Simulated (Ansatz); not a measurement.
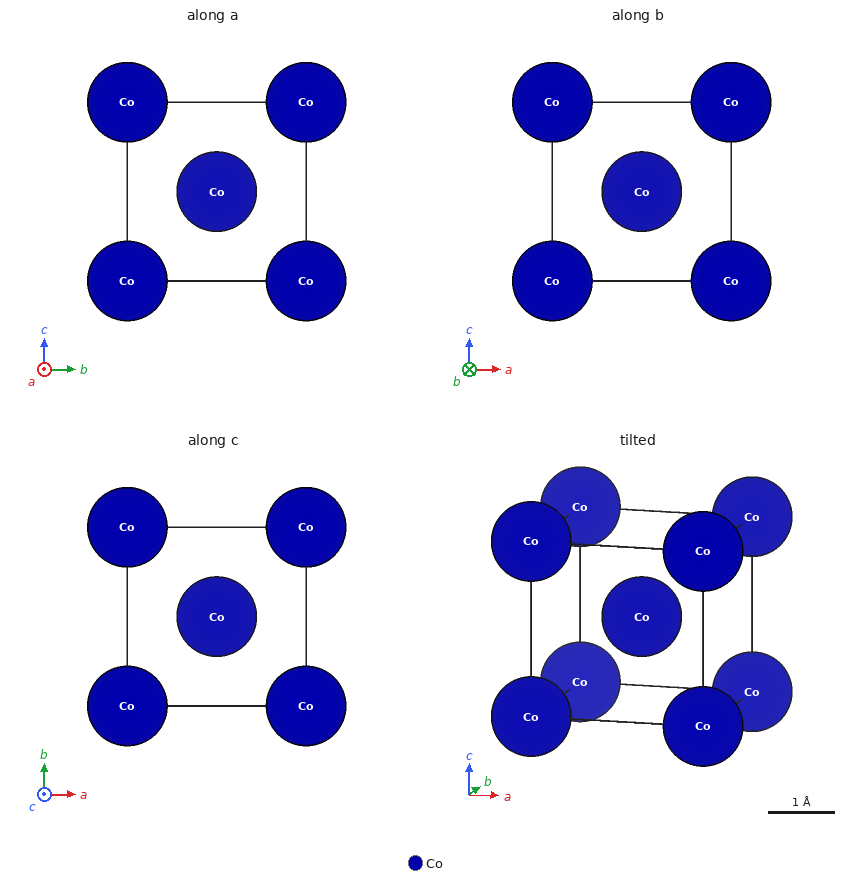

Spheres-only representation of a periodic structure, projected along the a axis, along the b axis, along the c axis and slightly off an axis. The parallelepiped is the conventional unit cell.

Lattice parameters: a = 2.7345 Å, b = 2.7345 Å, c = 2.7345 Å, α = 90.000°, β = 90.000°, γ = 90.000°.

> Transcribe the picture into a CIF with its space group and independent sites.

```cif
data_structure
_symmetry_space_group_name_H-M 'I m -3 m'
_symmetry_Int_Tables_number 229
_cell_length_a 2.7345
_cell_length_b 2.7345
_cell_length_c 2.7345
_cell_angle_alpha 90.000
_cell_angle_beta 90.000
_cell_angle_gamma 90.000
_cell_volume 20.45
loop_
_atom_site_label
_atom_site_type_symbol
_atom_site_symmetry_multiplicity
_atom_site_Wyckoff_symbol
_atom_site_fract_x
_atom_site_fract_y
_atom_site_fract_z
_atom_site_occupancy
Co1 Co 2 a 0.0000 0.0000 0.0000 1
```

The model was built from a structure type filled with this element by a generator (whether the element takes this form wasn't checked). Earlier steps of the study may have refined or changed the cell and positions. An electronic-structure calculation with Ansatz was run on it.

At this level of theory the cell isn't at rest (compressed, at 11 GPa), so its distances can differ from those at equilibrium, the more so the softer the solid.
